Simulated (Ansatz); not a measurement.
Run report: Ti, geometry relaxation (part 2 of 2)

Continued. System: Ti (P6₃/mmc, 2 atoms in the cell). Method: DFT, LDA, PAW with Ansatz's default frozen-core files, scalar-relativistic, no spin polarisation (Ansatz 0.2.0); cutoff 420 eV, 17×17×9 k-mesh, Fermi–Dirac smearing of 0.1 eV. The structure was built on a prototype by a generator; it need not be a known phase. It belongs to a series of runs on one base structure; here: bulk cell relaxed.

Geometry of the input (Å; fractional positions):
```
2.9314  0.0000  0.0000
-1.4657  2.5387  0.0000
0.0000  0.0000  4.7489
Ti 0.3333  0.6667  0.2500
Ti 0.6667  0.3333  0.7500
```

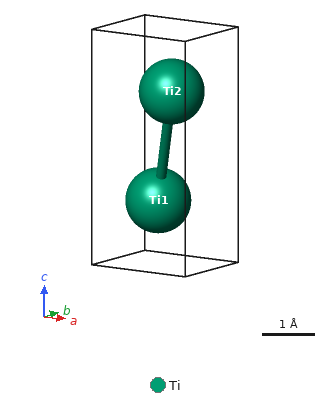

The geometry at step 3 of the log (ball-and-stick view of the cell of the calculation, seen slightly off an axis; atoms are numbered from 1 in the order of the input).

## Output, continued
```
SCF iter   1: F=—  HF=-4900.638107 eV  |F-HF|=—  |Δ(HF+E_count)|=         —  Δρ=1.51e-4  dr2=3.93e-6  ethr=9.49e-9  ⟨swp⟩=3.3  Hψ=18580  notcnv=0
preconditioner: auto → none  [metal: Δε(μ)=0.012 eV  Ē_g=2.976 eV  σ=0.100 eV  W_gap=0.03  n_scr=8 (ndim 8)  ℏωp=18.5 eV  f_vac=0.000  D(μ)=2.14/eV (n_scr^D=22)]
SCF iter   2: F=—  HF=-4900.638107 eV  |F-HF|=—  |Δ(HF+E_count)|=   8.33e-7  Δρ=6.84e-5  dr2=5.08e-7  ethr=9.49e-9  ⟨swp⟩=2.1  Hψ=3125  notcnv=0
iter 3 did not close the SCF: its close was put off for the readings that it lacked (scf_convergence_deferred on its scf_iter line)
SCF iter   3: F=-4900.638106 eV  HF=-4900.638106 eV  |F-HF|=2.72e-10  |Δ(HF+E_count)|=   6.08e-8  Δρ=9.28e-6  dr2=7.26e-9  ethr=2.12e-9  ⟨swp⟩=1.8  Hψ=3030  notcnv=0
iter 4 did not close the SCF: its close was put off for the readings that it lacked (scf_convergence_deferred on its scf_iter line)
SCF iter   4: F=-4900.638106 eV  HF=-4900.638106 eV  |F-HF|=8.28e-11  |Δ(HF+E_count)|=   1.42e-9  Δρ=1.82e-6  dr2=3.87e-10  ethr=3.02e-11  ⟨swp⟩=3.0  Hψ=5370  notcnv=0
iter 5 did not close the SCF: its close was put off for the readings that it lacked (scf_convergence_deferred on its scf_iter line)
SCF iter   5: F=-4900.638106 eV  HF=-4900.638106 eV  |F-HF|=4.55e-12  |Δ(HF+E_count)|=  4.64e-11  Δρ=3.51e-7  dr2=1.83e-11  ethr=1.61e-12  ⟨swp⟩=2.6  Hψ=4969  notcnv=0
SCF iter   6: F=-4900.638106 eV  HF=-4900.638106 eV  |F-HF|=0.00e0  |Δ(HF+E_count)|=  1.82e-12  Δρ=3.82e-8  dr2=1.76e-13  ethr=1.00e-12  ⟨swp⟩=1.0  Hψ=5940  notcnv=0
SCF 5 converged in 6 iterations: F = -4900.638106 eV  dr2 = 1.76e-13
relax step   5: F+E_penalty+E_count = -4900.63810649 eV  Δ(F+E_penalty+E_count) = -1.026e-4 eV  max|allowed force component| = 1.018e-16 eV/Å  Δτ_max = 0.0000 Å  P = -0.014 GPa  Ω = 32.251 Å³  energy of the carried Pulay correction = +6.712e-4 eV  (6 SCF iters, dr2 threshold 2.00e-7 eV, accepted)
Initial wavefunctions: pseudopotential atomic-orbital guess (no wavefunctions were taken with the density)
iter 1 solved again at ethr=6.19e-10 eV; its pass at ethr=3.10e-3 eV (dr2=1.49e-7 eV) is discarded
SCF iter   1: F=—  HF=-4900.637756 eV  |F-HF|=—  |Δ(HF+E_count)|=         —  Δρ=5.27e-5  dr2=9.03e-8  ethr=6.19e-10  ⟨swp⟩=3.0  Hψ=18620  notcnv=0
SCF iter   2: F=—  HF=-4900.637756 eV  |F-HF|=—  |Δ(HF+E_count)|=   2.07e-7  Δρ=2.87e-5  dr2=5.15e-8  ethr=3.76e-10  ⟨swp⟩=2.0  Hψ=4624  notcnv=0
SCF iter   3: F=—  HF=-4900.637756 eV  |F-HF|=—  |Δ(HF+E_count)|=   8.47e-8  Δρ=5.97e-6  dr2=1.05e-8  ethr=2.15e-10  ⟨swp⟩=2.0  Hψ=3316  notcnv=0
SCF iter   4: F=—  HF=-4900.637756 eV  |F-HF|=—  |Δ(HF+E_count)|=   4.15e-9  Δρ=4.40e-7  dr2=2.18e-11  ethr=4.36e-11  ⟨swp⟩=2.1  Hψ=4221  notcnv=0
iter 5 did not close the SCF: its close was put off for the readings that it lacked (scf_convergence_deferred on its scf_iter line)
SCF iter   5: F=-4900.637756 eV  HF=-4900.637756 eV  |F-HF|=0.00e0  |Δ(HF+E_count)|=  9.09e-13  Δρ=2.46e-8  dr2=6.24e-14  ethr=1.00e-12  ⟨swp⟩=1.0  Hψ=2640  notcnv=0
iter 6 did not close the SCF: its close was put off for the readings that it lacked (scf_convergence_deferred on its scf_iter line)
SCF iter   6: F=-4900.637756 eV  HF=-4900.637756 eV  |F-HF|=9.09e-13  |Δ(HF+E_count)|=  9.09e-13  Δρ=3.60e-9  dr2=1.99e-15  ethr=1.00e-12  ⟨swp⟩=1.0  Hψ=2640  notcnv=0
iter 7 did not close the SCF: its close was put off for the readings that it lacked (scf_convergence_deferred on its scf_iter line)
SCF iter   7: F=-4900.637756 eV  HF=-4900.637756 eV  |F-HF|=0.00e0  |Δ(HF+E_count)|=    0.00e0  Δρ=7.25e-10  dr2=4.92e-17  ethr=1.00e-12  ⟨swp⟩=1.0  Hψ=2640  notcnv=0
iter 8 did not close the SCF: its close was put off for the readings that it lacked (scf_convergence_deferred on its scf_iter line)
SCF iter   8: F=-4900.637756 eV  HF=-4900.637756 eV  |F-HF|=0.00e0  |Δ(HF+E_count)|=    0.00e0  Δρ=1.56e-10  dr2=2.79e-18  ethr=1.00e-12  ⟨swp⟩=1.0  Hψ=2640  notcnv=0
SCF iter   9: F=-4900.637756 eV  HF=-4900.637756 eV  |F-HF|=9.09e-13  |Δ(HF+E_count)|=    0.00e0  Δρ=1.40e-11  dr2=2.19e-20  ethr=1.00e-12  ⟨swp⟩=1.0  Hψ=5940  notcnv=0
SCF 6 converged in 9 iterations: F = -4900.637756 eV  dr2 = 2.19e-20
relax step   6: F+E_penalty+E_count = -4900.63775595 eV  Δ(F+E_penalty+E_count) = +3.505e-4 eV  max|allowed force component| = 1.480e-16 eV/Å  Δτ_max = 0.0000 Å  P = -0.039 GPa  Ω = 32.251 Å³  stress off target by 5.09e-2 GPa  SCF on the basis re-selected at this cell (its energy is not comparable with the rows above)  (9 SCF iters)
basis re-selected at this cell: Δ(F+E_penalty+E_count) = +3.505e-4 eV, ΔP = -0.024 GPa vs the last step (what re-selecting the basis moved, of the pressure what is left beyond the Pulay correction that the steps carried, after the strain that the cell walked since its last selection, with what the two solves' SCF thresholds leave and, on support functions, any second-order correction that the steps lacked; it is no measure of the basis error at this ecutwfc). This SCF's stress stands 5.09e-2 GPa from its target on what of the cell is left free (relax.cell.stress_tol is 5.00e-2 GPa) and its largest allowed force component is 1.48e-16 eV/Å (relax.f_tol is 5.00e-3 eV/Å): not within both, so this SCF does not close the relaxation
Crystal: 2 atoms, lattice volume = 32.241 Å³
iter 1 solved again at ethr=1.30e-10 eV; its pass at ethr=3.10e-3 eV (dr2=3.12e-8 eV) is discarded
SCF iter   1: F=—  HF=-4900.637759 eV  |F-HF|=—  |Δ(HF+E_count)|=         —  Δρ=1.30e-5  dr2=4.90e-8  ethr=1.30e-10  ⟨swp⟩=2.1  Hψ=17319  notcnv=0
preconditioner: auto → none  [metal: Δε(μ)=0.012 eV  Ē_g=2.977 eV  σ=0.100 eV  W_gap=0.03  n_scr=8 (ndim 8)  ℏωp=18.5 eV  f_vac=0.000  D(μ)=2.14/eV (n_scr^D=22)]
iter 2 did not close the SCF: its close was put off for the readings that it lacked (scf_convergence_deferred on its scf_iter line)
SCF iter   2: F=-4900.637759 eV  HF=-4900.637759 eV  |F-HF|=2.45e-9  |Δ(HF+E_count)|=   6.18e-9  Δρ=4.90e-6  dr2=3.14e-9  ethr=1.30e-10  ⟨swp⟩=3.0  Hψ=5422  notcnv=0
iter 3 did not close the SCF: its close was put off for the readings that it lacked (scf_convergence_deferred on its scf_iter line)
SCF iter   3: F=-4900.637759 eV  HF=-4900.637759 eV  |F-HF|=3.82e-10  |Δ(HF+E_count)|=   2.46e-9  Δρ=1.26e-6  dr2=1.98e-10  ethr=1.31e-11  ⟨swp⟩=2.1  Hψ=3351  notcnv=0
iter 4 did not close the SCF: its close was put off for the readings that it lacked (scf_convergence_deferred on its scf_iter line)
SCF iter   4: F=-4900.637759 eV  HF=-4900.637759 eV  |F-HF|=2.73e-12  |Δ(HF+E_count)|=  4.36e-10  Δρ=1.60e-7  dr2=6.85e-12  ethr=1.00e-12  ⟨swp⟩=2.0  Hψ=3266  notcnv=0
iter 5 did not close the SCF: its close was put off for the readings that it lacked (scf_convergence_deferred on its scf_iter line)
SCF iter   5: F=-4900.637759 eV  HF=-4900.637759 eV  |F-HF|=0.00e0  |Δ(HF+E_count)|=  3.64e-12  Δρ=1.93e-8  dr2=7.91e-14  ethr=1.00e-12  ⟨swp⟩=1.0  Hψ=2640  notcnv=0
SCF iter   6: F=-4900.637759 eV  HF=-4900.637759 eV  |F-HF|=9.09e-13  |Δ(HF+E_count)|=  1.82e-12  Δρ=2.11e-9  dr2=7.28e-16  ethr=1.00e-12  ⟨swp⟩=1.0  Hψ=5942  notcnv=0
SCF 7 converged in 6 iterations: F = -4900.637759 eV  dr2 = 7.28e-16
relax step   7: F+E_penalty+E_count = -4900.63775943 eV  Δ(F+E_penalty+E_count) = -3.477e-6 eV  max|allowed force component| = 9.252e-17 eV/Å  Δτ_max = 0.0000 Å  P = -0.001 GPa  Ω = 32.241 Å³  energy of the carried Pulay correction = +2.110e-6 eV  (6 SCF iters, dr2 threshold 6.48e-9 eV, accepted)
iter 1 solved again at ethr=4.17e-10 eV; its pass at ethr=3.10e-3 eV (dr2=1.00e-7 eV) is discarded
SCF iter   1: F=—  HF=-4900.637757 eV  |F-HF|=—  |Δ(HF+E_count)|=         —  Δρ=3.10e-7  dr2=3.28e-12  ethr=4.17e-10  ⟨swp⟩=3.0  Hψ=18688  notcnv=0
iter 2 did not close the SCF: its close was put off for the readings that it lacked (scf_convergence_deferred on its scf_iter line)
SCF iter   2: F=-4900.637757 eV  HF=-4900.637757 eV  |F-HF|=0.00e0  |Δ(HF+E_count)|=  6.37e-11  Δρ=1.63e-7  dr2=1.66e-12  ethr=1.00e-12  ⟨swp⟩=2.2  Hψ=3890  notcnv=0
iter 3 did not close the SCF: its close was put off for the readings that it lacked (scf_convergence_deferred on its scf_iter line)
SCF iter   3: F=-4900.637757 eV  HF=-4900.637757 eV  |F-HF|=9.09e-13  |Δ(HF+E_count)|=    0.00e0  Δρ=3.60e-8  dr2=3.64e-13  ethr=1.00e-12  ⟨swp⟩=1.0  Hψ=2640  notcnv=0
iter 4 did not close the SCF: its close was put off for the readings that it lacked (scf_convergence_deferred on its scf_iter line)
SCF iter   4: F=-4900.637757 eV  HF=-4900.637757 eV  |F-HF|=9.09e-13  |Δ(HF+E_count)|=  2.73e-12  Δρ=3.12e-9  dr2=1.11e-15  ethr=1.00e-12  ⟨swp⟩=1.0  Hψ=2640  notcnv=0
iter 5 did not close the SCF: its close was put off for the readings that it lacked (scf_convergence_deferred on its scf_iter line)
SCF iter   5: F=-4900.637757 eV  HF=-4900.637757 eV  |F-HF|=1.82e-12  |Δ(HF+E_count)|=    0.00e0  Δρ=6.59e-10  dr2=8.20e-17  ethr=1.00e-12  ⟨swp⟩=1.0  Hψ=2640  notcnv=0
SCF iter   6: F=-4900.637757 eV  HF=-4900.637757 eV  |F-HF|=9.09e-13  |Δ(HF+E_count)|=  9.09e-13  Δρ=2.19e-10  dr2=5.26e-18  ethr=1.00e-12  ⟨swp⟩=1.0  Hψ=5942  notcnv=0
SCF 8 converged in 6 iterations: F = -4900.637757 eV  dr2 = 5.26e-18
relax step   8: F+E_penalty+E_count = -4900.63775728 eV  Δ(F+E_penalty+E_count) = +2.151e-6 eV  max|allowed force component| = 1.110e-16 eV/Å  Δτ_max = 0.0000 Å  P = -0.001 GPa  Ω = 32.241 Å³  stress off target by 1.21e-3 GPa  SCF on the basis re-selected at this cell (its energy is not comparable with the rows above)  (6 SCF iters)
basis re-selected at this cell: Δ(F+E_penalty+E_count) = +2.151e-6 eV, ΔP = -0.000 GPa vs the last step (what re-selecting the basis moved, of the pressure what is left beyond the Pulay correction that the steps carried, after the strain that the cell walked since its last selection, with what the two solves' SCF thresholds leave and, on support functions, any second-order correction that the steps lacked; it is no measure of the basis error at this ecutwfc). This SCF's stress stands 1.21e-3 GPa from its target on what of the cell is left free (relax.cell.stress_tol is 5.00e-2 GPa) and its largest allowed force component is 1.11e-16 eV/Å (relax.f_tol is 5.00e-3 eV/Å): within both
SCF converged after 6 iterations
Free energy (F): -4900.637757 eV
Harris-Foulkes:  -4900.637757 eV  (|F-HF|=9.09e-13)
Internal energy: -4900.564449 eV  (E = F + TS)
E sigma→0 (E₀):  -4900.601103 eV
Entropy (-TS):   -0.073308 eV (-36.654 meV/atom)
Fermi energy:    14.246976 eV
--- Per-component energies (eV) ---
  E_band       = -286.054175
  E_kinetic    = 548.285336
  E_local      = -1551.537037  (includes V_loc(G=0)·N_el)
  E_nonlocal   = 24.512246
  E_hartree    = 640.773382
  E_xc         = -194.317853
  E_vxc        = -244.584491  (∫ρ·V_xc dr)
  E_paw        = -1998.553853  (= ΣΔE_a)
  E_vpaw       = -344.277198  (= ΣTr[D̂ρ^β])
  E_aug_tail   = 0.000205  (compensation charges beyond the density's cutoff)
  E_ewald      = -2370.378776
  E_core_change = 0.651901  (= ΣΔE_core)
  E_smearing   = -0.073308  (= −TS)
  E_closure    = -0.000000  (closes the sum)
  Σ components = -4900.637757   (vs F -4900.637757, Δ=0.00e0)
--- Forces (eV/Å), atoms counted from 1 ---
  atom   1  Ti     0.00000000     0.00000000    -0.00000000
  atom   2  Ti     0.00000000    -0.00000000     0.00000000
  max |Σ_I F_I| component: 3.70e-17 eV/Å
--- Stress (GPa, compression-positive) ---
       -0.000467       0.000000       0.000000
        0.000000      -0.000467      -0.000000
        0.000000      -0.000000      -0.001214
  P = ⅓ Tr σ = -0.0007 GPa (-0.007 kbar)
--- Band table (eV; the first three rows and the last of 165) ---
  k-point 0: bands = ["-41.8475", "-41.6524", "-18.8550", "-18.0351", "-18.0351", "-17.9262", "-17.9054", "-17.9054", "8.0055", "11.4133", "15.0576", "15.0576", "15.2052", "15.3627", "15.6148", "15.6148"]
  k-point 1: bands = ["-41.8417", "-41.6584", "-18.8282", "-18.0312", "-18.0312", "-17.9556", "-17.9093", "-17.9093", "8.1176", "11.3803", "15.0008", "15.0008", "15.1417", "15.1516", "15.5507", "15.5507"]
  k-point 2: bands = ["-41.8250", "-41.6756", "-18.7508", "-18.0398", "-18.0200", "-18.0200", "-17.9206", "-17.9206", "8.4450", "11.2355", "14.7062", "14.9088", "14.9088", "14.9650", "15.3892", "15.3892"]
  k-point 164: bands = ["-41.6361", "-41.6338", "-18.6289", "-18.6216", "-18.4097", "-18.3586", "-18.0671", "-18.0591", "12.6960", "12.8137", "13.2409", "13.2506", "14.1276", "14.1320", "15.9452", "16.2174"]
--- Relaxed structure (6 steps of the walk, 6 accepted, 2 SCFs on fresh bases) ---
  F+E_penalty+E_count = -4900.63775728 eV   max|allowed force component| = 1.110e-16 eV/Å   (the final SCF, on the basis selected at the relaxed cell)
  cell:  # Å, volume = 32.2409 Å³
    - [2.864282035292408, 1.3839230861817742e-33, 2.8673058438210922e-34]
    - [-1.432141017646204, 2.4805410061666207, -3.163109570539193e-18]
    - [0.0, -5.91695980493035e-18, 4.537795964983827]
  atoms:
    - { symbol: Ti, position: [0.33333333333333326, 0.6666666666666665, 0.24999999999999997] }
    - { symbol: Ti, position: [0.6666666666666665, 0.33333333333333326, 0.7499999999999999] }
```

## Trajectory as extended XYZ (Å, eV, eV/Å), 8 frames, from step=1 to step=8
```
2
Lattice="2.9314 0.0000 0.0000 -1.4657 2.5387 0.0000 0.0000 0.0000 4.7489" Properties=species:S:1:pos:R:3:forces:R:3 step=1 energy=-4900.53137 pressure_GPa=-9.86
Ti    0.0000    1.6924    1.1872    0.0000   0.0000   0.0000
Ti    1.4657    0.8462    3.5616    0.0000   0.0000   0.0000
2
Lattice="2.8202 0.0000 0.0000 -1.4101 2.4424 0.0000 0.0000 0.0000 4.5171" Properties=species:S:1:pos:R:3:forces:R:3 step=2 energy=-4900.62123 pressure_GPa=4.76
Ti    0.0000    1.6282    1.1293    0.0000   0.0000   0.0000
Ti    1.4101    0.8141    3.3878    0.0000   0.0000   0.0000
2
Lattice="2.8607 0.0000 0.0000 -1.4303 2.4774 0.0000 0.0000 0.0000 4.5666" Properties=species:S:1:pos:R:3:forces:R:3 step=3 energy=-4900.63748 pressure_GPa=-0.48
Ti    0.0000    1.6516    1.1416    0.0000   0.0000   0.0000
Ti    1.4303    0.8258    3.4249    0.0000   0.0000   0.0000
2
Lattice="2.8611 0.0000 0.0000 -1.4306 2.4778 0.0000 0.0000 0.0000 4.5498" Properties=species:S:1:pos:R:3:forces:R:3 step=4 energy=-4900.63800 pressure_GPa=-0.04
Ti    0.0000    1.6519    1.1374    0.0000   0.0000   0.0000
Ti    1.4306    0.8259    3.4123    0.0000   0.0000   0.0000
2
Lattice="2.8644 0.0000 0.0000 -1.4322 2.4807 0.0000 0.0000 0.0000 4.5387" Properties=species:S:1:pos:R:3:forces:R:3 step=5 energy=-4900.63811 pressure_GPa=-0.01
Ti    0.0000    1.6538    1.1347    0.0000   0.0000   0.0000
Ti    1.4322    0.8269    3.4040    0.0000   0.0000   0.0000
2
Lattice="2.8644 0.0000 0.0000 -1.4322 2.4807 0.0000 0.0000 0.0000 4.5387" Properties=species:S:1:pos:R:3:forces:R:3 step=6 energy=-4900.63776 pressure_GPa=-0.04
Ti    0.0000    1.6538    1.1347    0.0000   0.0000   0.0000
Ti    1.4322    0.8269    3.4040    0.0000   0.0000   0.0000
2
Lattice="2.8643 0.0000 0.0000 -1.4321 2.4805 0.0000 0.0000 0.0000 4.5378" Properties=species:S:1:pos:R:3:forces:R:3 step=7 energy=-4900.63776 pressure_GPa=-0.00
Ti    0.0000    1.6537    1.1344    0.0000   0.0000   0.0000
Ti    1.4321    0.8268    3.4033    0.0000   0.0000   0.0000
2
Lattice="2.8643 0.0000 0.0000 -1.4321 2.4805 0.0000 0.0000 0.0000 4.5378" Properties=species:S:1:pos:R:3:forces:R:3 step=8 energy=-4900.63776 pressure_GPa=-0.00
Ti    0.0000    1.6537    1.1344    0.0000   0.0000   0.0000
Ti    1.4321    0.8268    3.4033    0.0000   0.0000   0.0000
```

## Key numbers

```tsv
quantity	value
outcome	converged
space group (tolerance 0.01 Å)	P6₃/mmc (194)
electrons treated	24
free energy	−4900.6378 eV
Fermi energy	14.247 eV
pressure	0.00 GPa
final volume	32.24 Å³
largest force (length of the vector) at the end	under 0.001 eV/Å
final cell	a = 2.864 Å, b = 2.864 Å, c = 4.538 Å, α = 90.00°, β = 90.00°, γ = 120.00°
hardware	2 threads of Arm Neoverse V1, 24 GiB of memory available, shared host
wall time	20 s (CPU time 40 s)
peak memory	0.37 GiB
```
